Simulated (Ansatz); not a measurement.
**PtSe$_{2}$: geometry relaxation**

System: PtSe$_{2}$ (P-3m1, 3 atoms in the cell).
Method: DFT PBE, scalar-relativistic, plane waves, PAW, no spin polarisation (Ansatz 0.2.0).

The structure derives from an entry of the Crystallography Open Database.

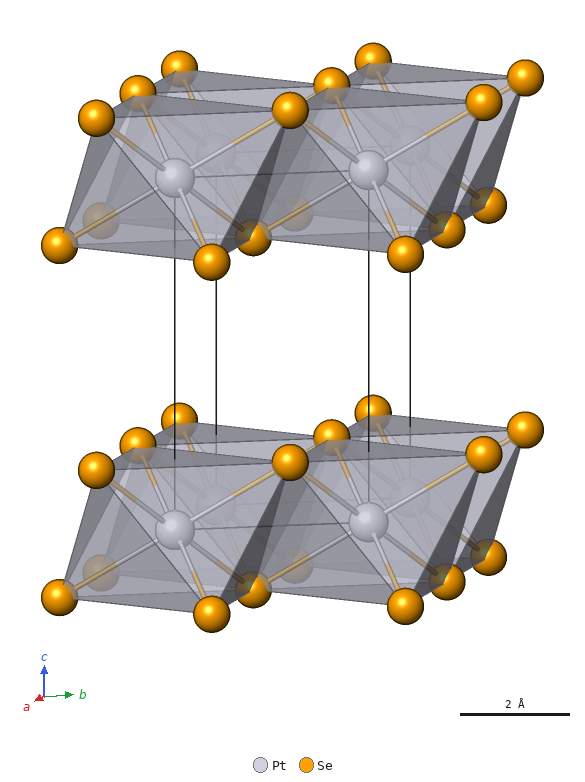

Fig. 1: The structure as given in the input (polyhedral view of the cell of the calculation, seen slightly off an axis; polyhedra are completed across the faces of the cell). An atom can appear more than once, as a periodic image.

**Input**
```yaml
crystal:
  lattice:
    - [3.7516620337, 0.0, 0.0]
    - [-1.8758310169, 3.2490346276, 0.0]
    - [0.0, 0.0, 6.5268785481]
  atoms:
    - { symbol: Pt, position: [0.0, 0.0, 0.0] }
    - { symbol: Se, position: [0.3333333333, 0.6666666667, 0.2001869949] }
    - { symbol: Se, position: [0.6666666667, 0.3333333333, 0.7998130051] }
basis:
  ecutwfc: 420
kpoints:
  mp_grid: { grid: [12, 12, 4] }
hamiltonian:
  xc: pbe
scf:
  occupations: { method: gaussian, width: 0.02 }
output:
  forces: true
  stress: true
  eigenvalues: true
  write_density: true
  write_potential: true
  elf: true
  volumetric_format: npy
relax:
  adjacent_minimum: "off"
  f_tol: 0.005
  max_steps: 80
  cell: { stress_tol: 0.05 }
```

Launched with:
```bash
ansatz run input.yaml --threads 1 --pin off --max-ram 2560MiB --backend cpu --events-out ev --progress --plain --runs-dir out
```

**What the program printed**
```
Engine: ansatz 0.2.0, x86_64-unknown-linux-gnu
Pseudopotentials: kind: paw
Pseudopotential: Pt, paw, valence charge 18, recommended cutoff 420 eV (normal), Pt.paw.azcp
Pseudopotential: Se, paw, valence charge 16, recommended cutoff 420 eV (normal), Se.paw.azcp
Functional definition: PBE
  parameter kappa = 0.804
  parameter beta = 0.06672455060314922
  exchange = pbe_x(kappa = kappa, mu = beta*pi^2/3)
  correlation = pbe_c(beta = beta)
Crystal: 3 atoms, lattice volume = 79.558 Å³
Basis set: ecut = 420 eV, 1581 PW (Γ), exchange–correlation on 54×54×90 points (8 copies of the dense FFT grid, shifted against one another)
Bands: 30, of which v1, the nominal top of the filled ones, is band 25 counted from 1 (24 counted from 0)
Symmetry: 12 space group operations
Space group: P-3m1 (ITA 164), of the structure as read, at distance tolerance 4.3e-5 Å
k-points: 69 of 576
Non-local potential: Pt, projectors of the file, l = 0: 3, l = 1: 2, l = 2: 2, l = 3: 1
Non-local potential: Se, projectors of the file, l = 0: 2, l = 1: 2, l = 2: 3, l = 3: 1
PAW form: soft (Blöchl's): semilocal exchange-correlation on the pseudo side does not see the compensation charge
PAW one-centre angular grid: Pt, 590 points (default); XC on 64 Gauss nodes
PAW one-centre angular grid: Se, 590 points (default); XC on 64 Gauss nodes
Initial density: superposition of atomic densities (neutral atoms: chi_scale 0, normalization atom), corrected by the library's trained network
Initial wavefunctions: pseudopotential atomic-orbital guess
Functional: x = pbe(κ = 0.804, μ = 0.2195149727645171), c = pbe(β = 0.06672455060314922)
SCF iter   1: F=—  HF=-23462.368718 eV  |F-HF|=—  |Δ(HF+E_count)|=         —  Δρ=2.19e-3  dr2=2.51e-3  ethr=1.77e-3  ⟨swp⟩=6.4  Hψ=8297  notcnv=0
preconditioner: auto → Resta (q_TF=auto, 2.525 Å⁻¹)  ε∞=5.1  [insulator: Δε(μ)=0.916 eV  Ē_g=9.604 eV  σ=0.020 eV  W_gap=1.00  n_scr=22 (ndim 8)  ℏωp=19.5 eV  f_vac=0.242  D(μ)=0.00/eV (n_scr^D=0)  ε∞_Penn≈5.1]
SCF iter   2: F=—  HF=-23462.369561 eV  |F-HF|=—  |Δ(HF+E_count)|=   8.43e-4  Δρ=1.02e-3  dr2=8.95e-4  ethr=5.02e-6  ⟨swp⟩=2.3  Hψ=3699  notcnv=0  defer=67
SCF iter   3: F=—  HF=-23462.369726 eV  |F-HF|=—  |Δ(HF+E_count)|=   1.65e-4  Δρ=5.55e-4  dr2=2.14e-4  ethr=1.79e-6  ⟨swp⟩=2.0  Hψ=2456  notcnv=0  defer=67
SCF iter   4: F=—  HF=-23462.369802 eV  |F-HF|=—  |Δ(HF+E_count)|=   7.60e-5  Δρ=9.01e-5  dr2=7.27e-6  ethr=4.28e-7  ⟨swp⟩=2.0  Hψ=2968  notcnv=0  defer=67
SCF iter   5: F=—  HF=-23462.369774 eV  |F-HF|=—  |Δ(HF+E_count)|=   2.75e-5  Δρ=2.81e-5  dr2=1.67e-6  ethr=1.45e-8  ⟨swp⟩=2.0  Hψ=3450  notcnv=0  defer=67
SCF iter   6: F=—  HF=-23462.369775 eV  |F-HF|=—  |Δ(HF+E_count)|=   8.56e-7  Δρ=1.27e-5  dr2=2.37e-7  ethr=3.33e-9  ⟨swp⟩=2.0  Hψ=3450  notcnv=0  defer=67
SCF iter   7: F=-23462.369775 eV  HF=-23462.369775 eV  |F-HF|=5.24e-8  |Δ(HF+E_count)|=   1.65e-7  Δρ=5.22e-6  dr2=3.12e-8  ethr=2.00e-10  ⟨swp⟩=12.9  Hψ=15582  notcnv=0
SCF 1 converged in 7 iterations: F = -23462.369775 eV  dr2 = 3.12e-8
  greatest PAW one-centre occupation: 1.000 electrons in one spin orbital (limit 2), on the Pt atom at site 0 (counted from 0), in its partial waves of l = 0
relax step   1: F+E_penalty+E_count = -23462.36977520 eV  Δ(F+E_penalty+E_count) = +0.000e0 eV  max|allowed force component| = 6.162e-4 eV/Å  Δτ_max = 0.0000 Å  P = -0.011 GPa  Ω = 79.558 Å³  (7 SCF iters, dr2 threshold 1.00e-7 eV, accepted)
Initial density: handed on by an earlier stage of this run
Initial wavefunctions: pseudopotential atomic-orbital guess (no wavefunctions were taken with the density)
iter 1 solved again at ethr=1.44e-7 eV; its pass at ethr=3.10e-3 eV (dr2=7.21e-5 eV) is discarded
SCF iter   1: F=—  HF=-23462.369810 eV  |F-HF|=—  |Δ(HF+E_count)|=         —  Δρ=5.18e-6  dr2=2.71e-8  ethr=1.44e-7  ⟨swp⟩=3.9  Hψ=13380  notcnv=0
eigensolver tolerance schedule: the retry pair's looser diagonalisation over-reported the residual by 2658.42 of it (diagonalisation noise at 0.14 of the residual, at the tolerance the schedule requests for it); recorded, not acted on — ethr = c·dr2/N_el stays at c = 1.0e-1
preconditioner: auto → Resta (q_TF=auto, 2.525 Å⁻¹)  ε∞=5.1  [insulator: Δε(μ)=0.898 eV  Ē_g=9.598 eV  σ=0.020 eV  W_gap=1.00  n_scr=22 (ndim 8)  ℏωp=19.5 eV  f_vac=0.244  D(μ)=0.00/eV (n_scr^D=0)  ε∞_Penn≈5.1]
SCF iter   2: F=—  HF=-23462.369775 eV  |F-HF|=—  |Δ(HF+E_count)|=   3.47e-5  Δρ=3.24e-6  dr2=1.32e-8  ethr=5.43e-11  ⟨swp⟩=3.0  Hψ=4165  notcnv=0
SCF iter   3: F=—  HF=-23462.369775 eV  |F-HF|=—  |Δ(HF+E_count)|=   3.28e-8  Δρ=1.23e-6  dr2=2.54e-9  ethr=2.64e-11  ⟨swp⟩=2.0  Hψ=2789  notcnv=0
SCF iter   4: F=—  HF=-23462.369775 eV  |F-HF|=—  |Δ(HF+E_count)|=   5.94e-9  Δρ=4.19e-7  dr2=1.56e-10  ethr=5.07e-12  ⟨swp⟩=2.1  Hψ=2833  notcnv=0
SCF iter   5: F=—  HF=-23462.369775 eV  |F-HF|=—  |Δ(HF+E_count)|=  1.56e-10  Δρ=3.23e-7  dr2=1.54e-10  ethr=1.00e-12  ⟨swp⟩=6.9  Hψ=10135  notcnv=0
SCF iter   6: F=-23462.369775 eV  HF=-23462.369775 eV  |F-HF|=7.28e-12  |Δ(HF+E_count)|=  3.27e-11  Δρ=6.00e-8  dr2=3.90e-12  ethr=1.00e-12  ⟨swp⟩=5.0  Hψ=9727  notcnv=0
SCF 2 converged in 6 iterations: F = -23462.369775 eV  dr2 = 3.90e-12
relax step   2: F+E_penalty+E_count = -23462.36977522 eV  Δ(F+E_penalty+E_count) = -2.110e-8 eV  max|allowed force component| = 6.046e-4 eV/Å  Δτ_max = 0.0000 Å  P = -0.011 GPa  Ω = 79.558 Å³  stress off target by 1.48e-2 GPa  SCF on the basis re-selected at this cell (its energy is not comparable with the rows above)  (6 SCF iters)
```

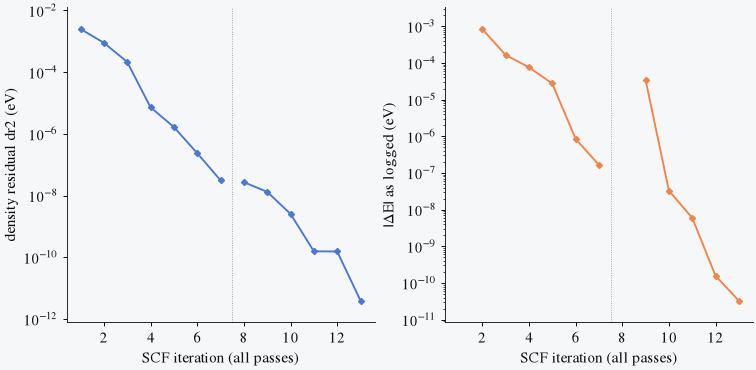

Fig. 2: Convergence of the self-consistent field: density residual dr2 and size of the energy change against the SCF iteration. The dotted lines part the SCF passes of the relaxation: geometry steps, rejected trials and re-solves on a re-selected basis. The passes take 7 and 6 iterations.

```
basis re-selected at this cell: Δ(F+E_penalty+E_count) = -2.110e-8 eV, ΔP = -0.000 GPa vs the last step (what re-selecting the basis moved, of the pressure what is left beyond the Pulay correction that the steps carried, after the strain that the cell walked since its last selection, with what the two solves' SCF thresholds leave and, on support functions, any second-order correction that the steps lacked; it is no measure of the basis error at this ecutwfc). This SCF's stress stands 1.48e-2 GPa from its target on what of the cell is left free (relax.cell.stress_tol is 5.00e-2 GPa) and its largest allowed force component is 6.05e-4 eV/Å (relax.f_tol is 5.00e-3 eV/Å): within both
SCF converged after 6 iterations
Free energy (F): -23462.369775 eV
Harris-Foulkes:  -23462.369775 eV  (|F-HF|=7.28e-12)
Internal energy: -23462.369775 eV  (E = F + TS)
E sigma→0 (E₀):  -23462.369775 eV
Fermi energy:    8.642598 eV
--- Per-component energies (eV) ---
  E_band       = -1163.518073
  E_kinetic    = 872.291472
  E_local      = -9317.098178  (includes V_loc(G=0)·N_el)
  E_nonlocal   = -990.839667
  E_hartree    = 4311.660409
  E_xc         = -469.397858
  E_vxc        = -498.101842  (∫ρ·V_xc dr)
  E_paw        = -13277.750113  (= ΣΔE_a)
  E_vpaw       = 146.910357  (= ΣTr[D̂ρ^β])
  E_aug_tail   = -0.001010  (compensation charges beyond the density's cutoff)
  E_ewald      = -4591.234830
  E_smearing   = -0.000000  (= −TS)
  E_closure    = -0.000000  (closes the sum)
  Σ components = -23462.369775   (vs F -23462.369775, Δ=0.00e0)
--- Forces (eV/Å), atoms counted from 1 ---
  atom   1  Pt     0.00000000     0.00000000     0.00000000
  atom   2  Se    -0.00000000     0.00000000     0.00060462
  atom   3  Se     0.00000000     0.00000000    -0.00060462
  max |Σ_I F_I| component: 2.31e-18 eV/Å
--- Stress (GPa, compression-positive) ---
       -0.014838       0.000000      -0.000000
        0.000000      -0.014838       0.000000
       -0.000000       0.000000      -0.002791
  P = ⅓ Tr σ = -0.0108 GPa (-0.108 kbar)
--- Band table (eV; the first three rows and the last of 69) ---
  k-point 0: bands = ["-90.4410", "-44.6691", "-44.6691", "-44.5922", "-39.3898", "-39.3898", "-39.3882", "-39.3882", "-39.3564", "-39.3564", "-39.3536", "-39.3536", "-39.3423", "-39.3420", "-5.9891", "-4.1563", "2.8065", "2.9321", "2.9321", "5.1703", "5.1703", "6.6082", "7.9354", "7.9354", "7.9762", "10.8434", "10.8434", "12.3745", "13.4104", "16.3345"]
  k-point 1: bands = ["-90.4410", "-44.6691", "-44.6691", "-44.5922", "-39.3898", "-39.3898", "-39.3882", "-39.3882", "-39.3564", "-39.3564", "-39.3536", "-39.3536", "-39.3423", "-39.3420", "-5.9690", "-4.2004", "2.9333", "2.9333", "2.9609", "5.1697", "5.1697", "6.6521", "7.5104", "7.9211", "7.9211", "10.8771", "10.8771", "13.0232", "13.5021", "16.2947"]
  k-point 2: bands = ["-90.4410", "-44.6691", "-44.6691", "-44.5922", "-39.3898", "-39.3898", "-39.3882", "-39.3882", "-39.3564", "-39.3564", "-39.3537", "-39.3537", "-39.3423", "-39.3420", "-5.9481", "-4.2449", "2.9344", "2.9344", "3.1302", "5.1691", "5.1691", "6.8732", "6.9029", "7.9070", "7.9070", "10.9111", "10.9111", "13.4768", "14.0282", "15.4573"]
  k-point 68: bands = ["-90.4408", "-44.6754", "-44.6754", "-44.5914", "-39.3894", "-39.3890", "-39.3890", "-39.3880", "-39.3566", "-39.3547", "-39.3547", "-39.3540", "-39.3419", "-39.3419", "-4.3636", "-4.3636", "2.7899", "3.1644", "3.1644", "4.5864", "4.5864", "5.4831", "5.6963", "6.9208", "6.9208", "9.9780", "9.9780", "14.5009", "15.5256", "15.5256"]
--- Relaxed structure (1 steps of the walk, 1 accepted, 1 SCFs on fresh bases) ---
  F+E_penalty+E_count = -23462.36977522 eV   max|allowed force component| = 6.046e-4 eV/Å   (the final SCF, on the basis selected at the relaxed cell)
  cell:  # Å, volume = 79.5579 Å³
    - [3.7516620337012756, 2.8867541245529622e-11, 0.0]
    - [-1.8758310168756378, 3.2490346275844617, 0.0]
    - [0.0, 0.0, 6.5268785481]
  atoms:
    - { symbol: Pt, position: [0.0, 0.0, 0.0] }
    - { symbol: Se, position: [0.3333333333333333, 0.6666666666666667, 0.20018699490000003] }
    - { symbol: Se, position: [0.6666666666666667, 0.33333333333333337, 0.7998130051] }
```

**Trajectory as extended XYZ (Å, eV, eV/Å), 2 frames, from step=1 to step=2**
```
3
Lattice="3.7517 0.0000 0.0000 -1.8758 3.2490 0.0000 0.0000 0.0000 6.5269" Properties=species:S:1:pos:R:3:forces:R:3 step=1 energy=-23462.36977 pressure_GPa=-0.01
Pt    0.0000    0.0000    0.0000    0.0000   0.0000   0.0000
Se    0.0000    2.1660    1.3066    0.0000   0.0000   0.0006
Se    1.8758    1.0830    5.2203    0.0000   0.0000  -0.0006
3
Lattice="3.7517 0.0000 0.0000 -1.8758 3.2490 0.0000 0.0000 0.0000 6.5269" Properties=species:S:1:pos:R:3:forces:R:3 step=2 energy=-23462.36977 pressure_GPa=-0.01
Pt    0.0000    0.0000    0.0000    0.0000   0.0000   0.0000
Se    0.0000    2.1660    1.3066    0.0000   0.0000   0.0006
Se    1.8758    1.0830    5.2203    0.0000   0.0000  -0.0006
```

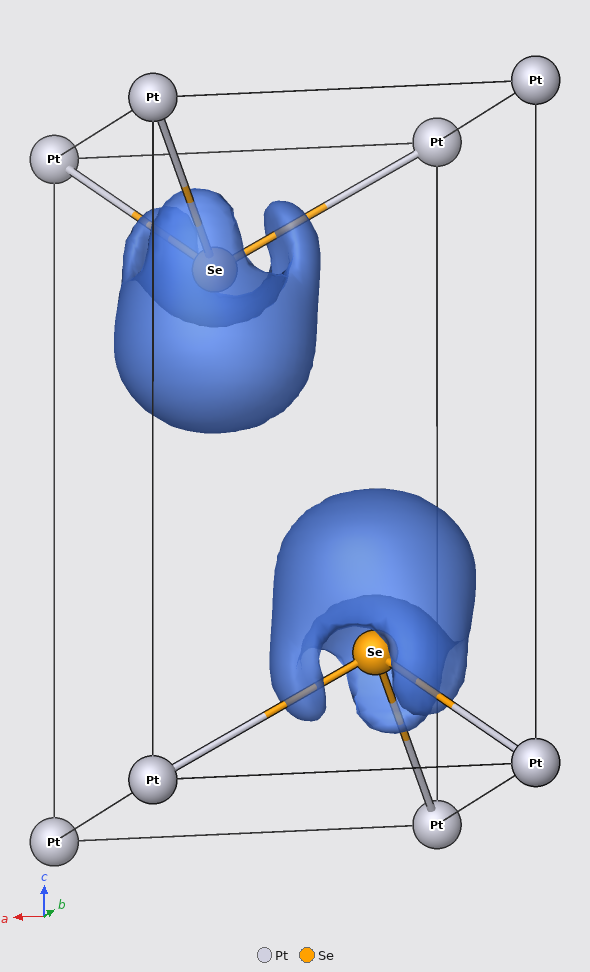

Fig. 3: Isosurface of the ELF at 0.75 (blue), seen at an oblique angle. Only the valence region is drawn (cores and ρ < 0.01 e/Å³ removed). Sticks mark near contacts. The outline is the cell set on symmetry axes. Along the contacts the grid gives the following. Pt–Se (2.53 Å): the ELF is about 0.50 at the midpoint. The fields are those of the smooth PAW valence density.

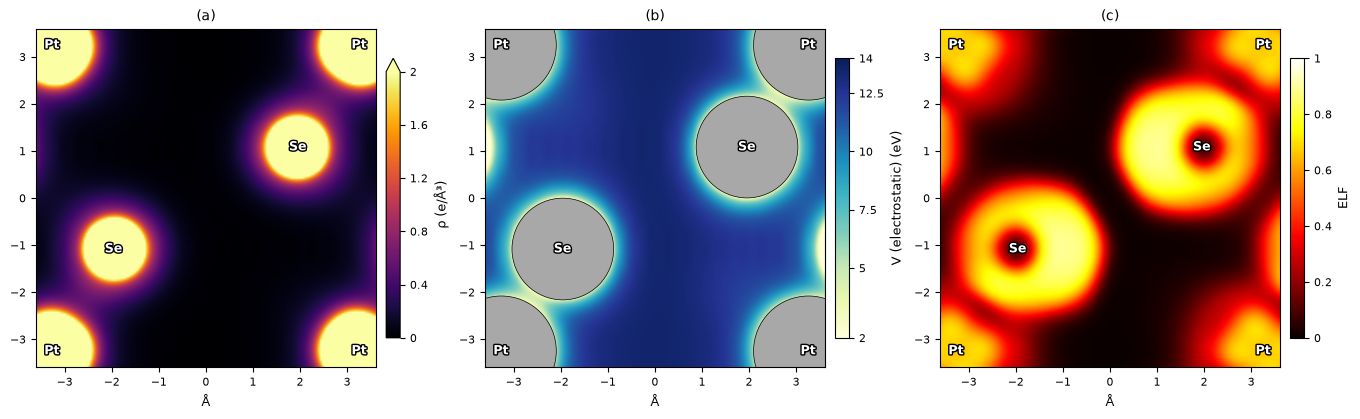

Fig. 4: (a) valence electron density; (b) electrostatic potential (local pseudopotential plus Hartree) felt by an electron; (c) electron localisation function on the (110) plane of the conventional cell. Grey discs, where drawn, cover atomic cores. Pt–Se (2.53 Å): the density is about 0.56 e/Å³ at the midpoint; the ELF is about 0.50 at the midpoint. The density dies away to nearly zero in the voids. The strong features right at Pt lie inside the PAW spheres (semicore, d or f shells) and say nothing about bonding. Outside the cores the potential energy rises away from the atoms and is highest about 2.9 Å from the nearest atoms; outside the discs it spans about 11 eV, and its zero is arbitrary.

**Results in brief**

```tsv
quantity	value
outcome	converged
space group (tolerance 0.01 Å)	P-3m1 (164)
electrons treated	50
free energy	−23462.3698 eV
Fermi energy	8.643 eV
gap on the k-point mesh	0.90 eV
pressure	−0.01 GPa
final volume	79.56 Å³
largest force (length of the vector) at the end	0.001 eV/Å
final cell	a = 3.752 Å, b = 3.752 Å, c = 6.527 Å, α = 90.00°, β = 90.00°, γ = 120.00°
hardware	1 thread of Intel Xeon @ 2.50GHz (Skylake/Cascade Lake), 189 GiB of memory available, shared host
wall time	34 s
peak memory	0.47 GiB
```

**Remarks**

Spin–orbit coupling is left out, which matters for Pt.
